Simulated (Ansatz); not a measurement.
Single-point calculation, with input and output: Hf5N4 (part 1 of 2)

System: Hf5N4 (slab, 9 atoms in the cell).
Method: DFT, r2SCAN, plane waves, PAW, spin-polarised (Ansatz 0.2.0).

Some settings of this run were made unusual or wrong on purpose.

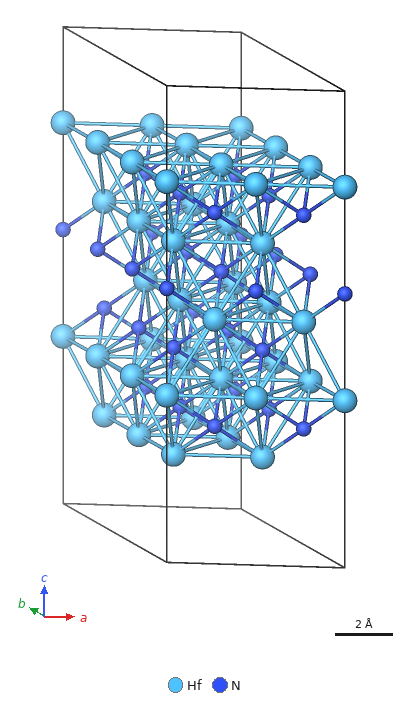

The structure (ball-and-stick view of the 2 × 3 repeat of the cell, with the vacuum cut short, seen slightly off an axis).

### Input
```yaml
crystal:
  lattice:
    - [3.1830776067, 0.0, 0.0]
    - [-1.5915388034, 2.7566260697, 0.0]
    - [0.0, 0.0, 25.3958879309]
  atoms:
    - { symbol: Hf, position: [0.3333333333, 0.6666666667, 0.2953234012] }
    - { symbol: "N", position: [0.6666666667, 0.3333333333, 0.3464925509] }
    - { symbol: Hf, position: [0.0, 0.0, 0.3976617006] }
    - { symbol: "N", position: [0.3333333333, 0.6666666667, 0.4488308503] }
    - { symbol: Hf, position: [0.6666666667, 0.3333333333, 0.5] }
    - { symbol: "N", position: [0.0, 0.0, 0.5511691497] }
    - { symbol: Hf, position: [0.3333333333, 0.6666666667, 0.6023382994] }
    - { symbol: "N", position: [0.6666666667, 0.3333333333, 0.6535074491] }
    - { symbol: Hf, position: [0.0, 0.0, 0.7046765988] }
basis:
  ecutwfc: 500
kpoints:
  mp_grid: { grid: [12, 12, 1] }
hamiltonian:
  xc: r2scan
scf:
  occupations: { method: gaussian, width: 0.1 }
  max_iter: 60
output:
  forces: true
  eigenvalues: true
  stress: true
efield:
  axis: 3
  dipole_correction: true
  ramp_width: 0.04
magnetization:
  spin_polarized: true
  initial_magnetization: 40
```

Run on 2 threads of AMD EPYC (Zen 3), 64 GiB of memory available, shared host.

Launch command:
```bash
ansatz run input.yaml --threads 2 --pin off --max-ram 4096MiB --backend cpu --events-out ev --progress --plain --runs-dir out
```

### Log
```
Warning: where an SCF of this run starts from atoms to list the orders of its open shells, Hf (sites 0, 2, 4, 6, 8, from 0) starts with 2.00 μB on its 5d shell, in the place of the 4.44 μB that the deck gives it: its open shells can hold no more by Hund's first rule. To start from spheres of the given moment, type scf.initial_density.shell_occupations: []
Warning: where an SCF of this run starts from atoms to list the orders of its open shells, N (sites 1, 3, 5, 7, from 0) starts with 3.00 μB on its 2p shell, in the place of the 4.44 μB that the deck gives it: its open shells can hold no more by Hund's first rule. To start from spheres of the given moment, type scf.initial_density.shell_occupations: []
Engine: ansatz 0.2.0, x86_64-unknown-linux-gnu
Pseudopotentials: kind: paw
Pseudopotential: Hf, paw, valence charge 26, recommended cutoff 500 eV (meta_gga), Hf.paw.azcp
Pseudopotential: N, paw, valence charge 5, recommended cutoff 500 eV (meta_gga), N.paw.azcp
Functional definition: r2SCAN
  parameter k0 = 0.174
  parameter k1 = 0.065
  parameter a1 = 4.9479
  exchange = r2scan_x(k0 = k0, k1 = k1, a1 = a1)
  correlation = r2scan_c
Crystal: 9 atoms, lattice volume = 222.838 Å³
Basis set: ecut = 500 eV, 5679 PW (Γ), exchange–correlation on 96×96×768 points (64 copies of the dense FFT grid, shifted against one another)
Bands: 114, of which v1, the nominal top of the filled ones, is band 75 counted from 1 (74 counted from 0)
Symmetry: 6 space group operations
k-points: 19 of 144 (time reversal used)
Non-local potential: Hf, projectors of the file, l = 0: 3, l = 1: 2, l = 2: 2, l = 3: 3
Non-local potential: N, projectors of the file, l = 0: 2, l = 1: 2, l = 2: 1
PAW form: soft (Blöchl's): semilocal exchange-correlation on the pseudo side does not see the compensation charge
PAW frozen core: Hf, regenerated for the run's functional (the file was generated under x = pbe(κ = 0.804, μ = 0.2195149727645171), c = pbe(β = 0.06672455060314922))
PAW frozen core: N, regenerated for the run's functional (the file was generated under x = pbe(κ = 0.804, μ = 0.2195149727645171), c = pbe(β = 0.06672455060314922))
PAW one-centre angular grid: Hf, 974 points (default); XC on 160 Gauss nodes
PAW one-centre angular grid: N, 302 points (default); XC on 160 Gauss nodes
Initial density: superposition of atomic densities (neutral atoms: chi_scale 0, normalization atom)
Starting moments: Σ|m| = 40 μB on 9 of 9 sites
Initial wavefunctions: pseudopotential atomic-orbital guess
Functional: x = r2scan, c = r2scan; τ floored in thin density (d = 2e-4 eV/Å³)
SCF iter   1: F=—  HF=-80012.975111 eV  |F-HF|=—  |Δ(HF+E_count)|=         —  Δρ=1.74e-1 (↑6.99e-2 ↓1.74e-1)  dr2=6.60e1  dr2_τ=1.40e0  dr2_m=2.31e1  M=40.000 μB ∫|m|=40.000 μB  β_m=0.37  ethr=3.10e-3  p=0.000 e·Å  D=5.48e-13 V/Å  ΔV_dip=-0.00 eV  dr2_dipole=6.25e-6  V_vac-E_F(+/−)=-0.87/-0.87 eV  ⟨swp⟩=8.3  Hψ=19731  notcnv=0  defer=91
Mixer restart at iter 1: flushing history
efield: sawtooth ramp at fractional position 0.9800 (placed from the atoms, in the widest stretch of the axis that holds none; the zero of the levels goes with the place), width 0.0400; the density the first Hamiltonian is built on has a dipole p = 0.000 e·Å; the dipole correction subtracts the counter field D = 5.48e-13 V/Å, which shifts the + side's vacuum level by -0.00 eV against the − side's; the planar-averaged density in the ramp window peaks in size at 1.3e-7 e/Å³
preconditioner: auto → LDOS  [metal: Δε(μ)=0.037 eV  Ē_g=17.726 eV  σ=0.100 eV  W_gap=0.20  n_scr=74 (ndim 8)  ℏωp=26.1 eV  f_vac=0.452  D(μ)=68.45/eV (n_scr^D=1560)]
spin=Collinear: LDOS preconditioning applied to the charge; magnetization (m = ρ↑ − ρ↓) channel mixes plain (no charge-response kernel on spin).
SCF iter   2: F=—  HF=-80177.818834 eV  |F-HF|=—  |Δ(HF+E_count)|=         —  Δρ=1.13e-1 (↑8.72e-2 ↓1.13e-1)  dr2=2.26e1  dr2_τ=4.24e0  dr2_m=1.95e1  M=7.181 μB ∫|m|=7.298 μB  β_m=0.40  ethr=3.10e-3  p=0.000 e·Å  D=3.22e-5 V/Å  ΔV_dip=-0.00 eV  dr2_dipole=1.12e-6  V_vac-E_F(+/−)=6.03/6.02 eV  ⟨swp⟩=2.7  Hψ=8969  notcnv=0  defer=517
Mixer restart at iter 2: flushing history
SCF iter   3: F=—  HF=-80193.624178 eV  |F-HF|=—  |Δ(HF+E_count)|=    1.58e1  Δρ=7.71e-2 (↑6.33e-2 ↓7.71e-2)  dr2=8.36e0  dr2_τ=1.11e-1  dr2_m=9.59e0  M=5.976 μB ∫|m|=6.082 μB  β_m=0.51  ethr=3.10e-3  p=-0.000 e·Å  D=-2.00e-5 V/Å  ΔV_dip=0.00 eV  dr2_dipole=2.09e-6  V_vac-E_F(+/−)=4.82/4.82 eV  ⟨swp⟩=3.0  Hψ=8677  notcnv=0  defer=505  κ⁻¹=1.0e0(r=1)
SCF iter   4: F=—  HF=-80212.332296 eV  |F-HF|=—  |Δ(HF+E_count)|=    1.87e1  Δρ=2.55e-2 (↑2.55e-2 ↓2.36e-2)  dr2=1.54e0  dr2_τ=2.08e-2  dr2_m=1.05e0  M=3.283 μB ∫|m|=3.370 μB  β_m=0.51  ethr=3.10e-3  p=-0.000 e·Å  D=-4.46e-5 V/Å  ΔV_dip=0.00 eV  dr2_dipole=9.87e-7  V_vac-E_F(+/−)=3.53/3.53 eV  ⟨swp⟩=3.3  Hψ=8035  notcnv=0  defer=603  κ⁻¹=1.3e-1(r=2)
SCF iter   5: F=—  HF=-80214.475778 eV  |F-HF|=—  |Δ(HF+E_count)|=    2.14e0  Δρ=1.68e-2 (↑1.68e-2 ↓1.49e-2)  dr2=1.18e0  dr2_τ=8.21e-3  dr2_m=4.11e-1  M=2.797 μB ∫|m|=2.864 μB  β_m=1.00  ethr=1.03e-3  p=-0.000 e·Å  D=-4.90e-5 V/Å  ΔV_dip=0.00 eV  dr2_dipole=3.30e-9  V_vac-E_F(+/−)=3.74/3.74 eV  ⟨swp⟩=2.7  Hψ=6454  notcnv=0  defer=602  κ⁻¹=7.8e-3(r=3)
SCF iter   6: F=—  HF=-80216.984795 eV  |F-HF|=—  |Δ(HF+E_count)|=    2.51e0  Δρ=3.49e-3 (↑3.49e-3 ↓3.26e-3)  dr2=3.83e-1  dr2_τ=1.37e-3  dr2_m=4.76e-3  M=1.800 μB ∫|m|=1.954 μB  β_m=1.00  ethr=7.87e-4  p=-0.000 e·Å  D=-2.91e-5 V/Å  ΔV_dip=0.00 eV  dr2_dipole=8.88e-7  V_vac-E_F(+/−)=4.34/4.34 eV  ⟨swp⟩=3.0  Hψ=7551  notcnv=0  defer=603  κ⁻¹=5.1e-4(r=4)
SCF iter   7: F=—  HF=-80217.281167 eV  |F-HF|=—  |Δ(HF+E_count)|=         —  Δρ=1.58e-3 (↑1.35e-3 ↓1.58e-3)  dr2=3.58e-2  dr2_τ=3.09e-4  dr2_m=1.15e-3  M=1.501 μB ∫|m|=1.714 μB  β_m=1.00  ethr=2.55e-4  p=-0.000 e·Å  D=-4.59e-6 V/Å  ΔV_dip=0.00 eV  dr2_dipole=4.20e-7  V_vac-E_F(+/−)=4.67/4.67 eV  ⟨swp⟩=2.4  Hψ=6941  notcnv=0  defer=612  κ⁻¹=5.1e-4(r=4)
SCF iter   8: F=—  HF=-80217.289647 eV  |F-HF|=—  |Δ(HF+E_count)|=   8.48e-3  Δρ=1.12e-3 (↑9.32e-4 ↓1.12e-3)  dr2=1.40e-2  dr2_τ=9.77e-5  dr2_m=5.14e-4  M=1.470 μB ∫|m|=1.651 μB  β_m=1.00  ethr=2.39e-5  p=-0.000 e·Å  D=-3.01e-6 V/Å  ΔV_dip=0.00 eV  dr2_dipole=4.92e-8  V_vac-E_F(+/−)=4.60/4.60 eV  ⟨swp⟩=2.1  Hψ=6981  notcnv=0  defer=609  κ⁻¹=9.1e-5(r=5)
SCF iter   9: F=—  HF=-80217.298793 eV  |F-HF|=—  |Δ(HF+E_count)|=   9.15e-3  Δρ=5.58e-4 (↑4.48e-4 ↓5.58e-4)  dr2=3.71e-3  dr2_τ=2.19e-5  dr2_m=9.76e-5  M=1.457 μB ∫|m|=1.597 μB  β_m=1.00  ethr=9.33e-6  p=0.000 e·Å  D=1.50e-6 V/Å  ΔV_dip=-0.00 eV  dr2_dipole=3.72e-8  V_vac-E_F(+/−)=4.58/4.58 eV  ⟨swp⟩=2.9  Hψ=7632  notcnv=0  defer=609  κ⁻¹=3.2e-5(r=6)
SCF iter  10: F=—  HF=-80217.299397 eV  |F-HF|=—  |Δ(HF+E_count)|=   6.04e-4  Δρ=3.85e-4 (↑3.40e-4 ↓3.85e-4)  dr2=1.88e-3  dr2_τ=8.59e-6  dr2_m=5.77e-5  M=1.461 μB ∫|m|=1.605 μB  β_m=1.00  ethr=2.47e-6  p=0.000 e·Å  D=8.77e-8 V/Å  ΔV_dip=-0.00 eV  dr2_dipole=4.21e-8  V_vac-E_F(+/−)=4.54/4.54 eV  ⟨swp⟩=2.3  Hψ=5710  notcnv=0  defer=609  κ⁻¹=1.5e-5(r=7)
SCF iter  11: F=—  HF=-80217.300542 eV  |F-HF|=—  |Δ(HF+E_count)|=   1.15e-3  Δρ=2.15e-4 (↑1.85e-4 ↓2.15e-4)  dr2=2.76e-4  dr2_τ=3.79e-6  dr2_m=1.42e-5  M=1.463 μB ∫|m|=1.616 μB  β_m=1.00  ethr=1.25e-6  p=-0.000 e·Å  D=-1.67e-6 V/Å  ΔV_dip=0.00 eV  dr2_dipole=2.82e-9  V_vac-E_F(+/−)=4.49/4.49 eV  ⟨swp⟩=3.0  Hψ=7724  notcnv=0  defer=609  κ⁻¹=1.9e-6(r=8)
SCF iter  12: F=—  HF=-80217.300553 eV  |F-HF|=—  |Δ(HF+E_count)|=   1.12e-5  Δρ=1.11e-4 (↑1.02e-4 ↓1.11e-4)  dr2=1.81e-4  dr2_τ=1.74e-6  dr2_m=9.15e-6  M=1.455 μB ∫|m|=1.606 μB  β_m=1.00  ethr=1.84e-7  p=-0.000 e·Å  D=-1.90e-6 V/Å  ΔV_dip=0.00 eV  dr2_dipole=2.24e-9  V_vac-E_F(+/−)=4.48/4.48 eV  ⟨swp⟩=2.7  Hψ=7937  notcnv=0  defer=609  κ⁻¹=1.3e-6(r=8)
SCF iter  13: F=—  HF=-80217.300549 eV  |F-HF|=—  |Δ(HF+E_count)|=   3.46e-6  Δρ=6.33e-5 (↑6.33e-5 ↓5.88e-5)  dr2=2.08e-5  dr2_τ=4.28e-7  dr2_m=3.48e-6  M=1.446 μB ∫|m|=1.594 μB  β_m=1.00  ethr=1.21e-7  p=-0.000 e·Å  D=-1.06e-6 V/Å  ΔV_dip=0.00 eV  dr2_dipole=4.47e-9  V_vac-E_F(+/−)=4.47/4.47 eV  ⟨swp⟩=2.8  Hψ=5736  notcnv=0  defer=609  κ⁻¹=7.8e-6(r=8)
SCF iter  14: F=—  HF=-80217.300567 eV  |F-HF|=—  |Δ(HF+E_count)|=   1.73e-5  Δρ=2.49e-5 (↑2.18e-5 ↓2.49e-5)  dr2=3.33e-6  dr2_τ=3.40e-8  dr2_m=1.78e-7  M=1.441 μB ∫|m|=1.585 μB  β_m=1.00  ethr=1.39e-8  p=0.000 e·Å  D=1.58e-7 V/Å  ΔV_dip=-0.00 eV  dr2_dipole=3.69e-10  V_vac-E_F(+/−)=4.47/4.47 eV  ⟨swp⟩=3.0  Hψ=8244  notcnv=0  defer=609  κ⁻¹=1.9e-6(r=8)
SCF iter  15: F=—  HF=-80217.300564 eV  |F-HF|=—  |Δ(HF+E_count)|=   2.87e-6  Δρ=1.61e-5 (↑1.29e-5 ↓1.61e-5)  dr2=1.04e-6  dr2_τ=2.66e-8  dr2_m=1.34e-7  M=1.440 μB ∫|m|=1.583 μB  β_m=1.00  ethr=2.22e-9  p=0.000 e·Å  D=4.32e-7 V/Å  ΔV_dip=-0.00 eV  dr2_dipole=2.30e-11  V_vac-E_F(+/−)=4.47/4.47 eV  ⟨swp⟩=3.0  Hψ=7884  notcnv=0  defer=609  κ⁻¹=1.1e-5(r=8)
SCF iter  16: F=—  HF=-80217.300562 eV  |F-HF|=—  |Δ(HF+E_count)|=   1.61e-6  Δρ=8.03e-6 (↑7.36e-6 ↓8.03e-6)  dr2=2.67e-7  dr2_τ=7.49e-9  dr2_m=3.31e-8  M=1.441 μB ∫|m|=1.586 μB  β_m=1.00  ethr=6.92e-10  p=0.000 e·Å  D=2.24e-7 V/Å  ΔV_dip=-0.00 eV  dr2_dipole=9.73e-11  V_vac-E_F(+/−)=4.47/4.47 eV  ⟨swp⟩=3.1  Hψ=7544  notcnv=0  defer=609  κ⁻¹=1.3e-5(r=8)
SCF iter  17: F=—  HF=-80217.300563 eV  |F-HF|=—  |Δ(HF+E_count)|=   1.00e-6  Δρ=3.94e-6 (↑3.49e-6 ↓3.94e-6)  dr2=8.11e-8  dr2_τ=1.51e-9  dr2_m=9.14e-9  M=1.442 μB ∫|m|=1.587 μB  β_m=1.00  ethr=1.78e-10  p=0.000 e·Å  D=1.22e-8 V/Å  ΔV_dip=-0.00 eV  dr2_dipole=2.58e-11  V_vac-E_F(+/−)=4.47/4.47 eV  ⟨swp⟩=3.2  Hψ=7694  notcnv=0  defer=609  κ⁻¹=1.6e-5(r=8)
SCF iter  18: F=—  HF=-80217.300563 eV  |F-HF|=—  |Δ(HF+E_count)|=   6.67e-8  Δρ=1.83e-6 (↑1.83e-6 ↓1.71e-6)  dr2=2.44e-8  dr2_τ=3.79e-10  dr2_m=1.69e-9  M=1.443 μB ∫|m|=1.588 μB  β_m=1.00  ethr=5.41e-11  p=-0.000 e·Å  D=-6.00e-8 V/Å  ΔV_dip=0.00 eV  dr2_dipole=1.12e-15  V_vac-E_F(+/−)=4.47/4.47 eV  ⟨swp⟩=3.1  Hψ=7539  notcnv=0  defer=609  κ⁻¹=5.9e-6(r=8)
SCF iter  19: F=—  HF=-80217.300563 eV  |F-HF|=—  |Δ(HF+E_count)|=   1.09e-7  Δρ=1.31e-6 (↑1.12e-6 ↓1.31e-6)  dr2=6.33e-9  dr2_τ=2.24e-10  dr2_m=1.75e-9  M=1.442 μB ∫|m|=1.587 μB  β_m=1.00  ethr=1.63e-11  p=-0.000 e·Å  D=-3.73e-8 V/Å  ΔV_dip=0.00 eV  dr2_dipole=2.94e-12  V_vac-E_F(+/−)=4.47/4.47 eV  ⟨swp⟩=13.0  Hψ=25447  notcnv=0  κ⁻¹=8.3e-6(r=8)
SCF iter  20: F=—  HF=-80217.300563 eV  |F-HF|=—  |Δ(HF+E_count)|=   1.58e-8  Δρ=5.99e-7 (↑5.17e-7 ↓5.99e-7)  dr2=1.17e-9  dr2_τ=3.75e-11  dr2_m=3.37e-10  M=1.442 μB ∫|m|=1.587 μB  β_m=1.00  ethr=4.22e-12  p=-0.000 e·Å  D=-7.10e-9 V/Å  ΔV_dip=0.00 eV  dr2_dipole=9.59e-13  V_vac-E_F(+/−)=4.47/4.47 eV  ⟨swp⟩=6.8  Hψ=13518  notcnv=0  κ⁻¹=2.6e-6(r=8)
SCF iter  21: F=-80217.300563 eV  HF=-80217.300563 eV  |F-HF|=1.11e-9  |Δ(HF+E_count)|=   4.54e-9  Δρ=2.48e-7 (↑2.20e-7 ↓2.48e-7)  dr2=2.50e-10  dr2_τ=7.92e-12  dr2_m=4.53e-11  M=1.442 μB ∫|m|=1.587 μB  ethr=1.00e-12  p=0.000 e·Å  D=5.60e-9 V/Å  ΔV_dip=-0.00 eV  dr2_dipole=5.70e-15  V_vac-E_F(+/−)=4.47/4.47 eV  ⟨swp⟩=6.7  Hψ=13270  notcnv=0
SCF 1 converged in 21 iterations: F = -80217.300563 eV  dr2 = 2.50e-10
  greatest PAW one-centre occupation: 0.998 electrons in one spin orbital (limit 2), on the Hf atom at site 8 (counted from 0), in its partial waves of l = 3
```

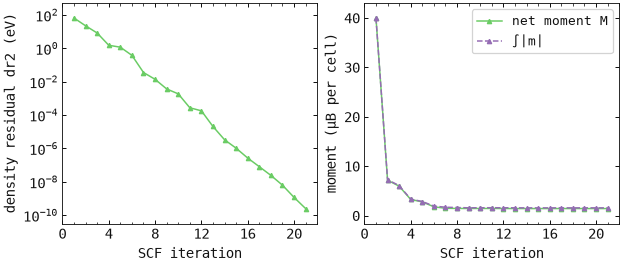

Convergence of the self-consistent field: density residual dr2 and magnetic moment against the SCF iteration. The residual falls at every step. The net moment goes from 40.0 to 1.4 μB per cell.
